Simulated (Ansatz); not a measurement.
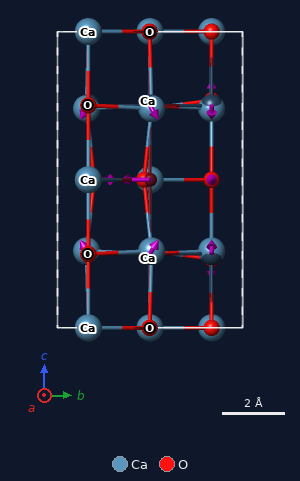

A relaxation of a defect cell of composition Ca11O12. The starting structure is drawn faded, the final one solid; purple arrows show the displacements, magnified 5 times.

The picture is a ball-and-stick view of the cell of the calculation, reduced to other axes (origin shifted), seen along the a axis. Lengths and directions refer to the drawn axes.

Case: Ca vacancy, atoms relaxed.

Theory: DFT PBE, scalar-relativistic, plane waves, PAW in Ansatz. Set-up: plane-wave cutoff 420 eV; k-point mesh 3 × 3 × 2; occupations gaussian; smearing width 0.05 eV; no spin polarisation; atoms relaxed in a fixed cell; force threshold 0.02 eV/Å; at most 50 steps.

What did the optimiser do to the structure, and how much energy did it gain?

The largest moves, 0.22 Å, are those of O atoms. By element the largest moves are O 0.22 Å, Ca 0.11 Å. The lattice vectors keep their values. Some distances before and after: Ca–O 2.404 → 2.234 Å, Ca–O 2.312 → 2.209 Å, Ca–O 2.404 → 2.497 Å, Ca–Ca 3.335 → 3.424 Å. Bond angles that change, for instance: Ca–O–Ca 180.0° → 166.0°, O–Ca–O 90.0° → 103.7°, Ca–O–Ca 120.0° → 130.0°. The energy falls by 0.901 eV per cell of the calculation in 4 geometry steps. The largest force component goes from 1.3 to 0.0041 eV/Å. Cost: 45 s on 4 threads of Arm Neoverse V1, with other jobs on the host, peak memory 1.2 GiB.

Limits of the set-up: the periodic images lie only 6.9 Å apart, so the values are limited by the cell's size.
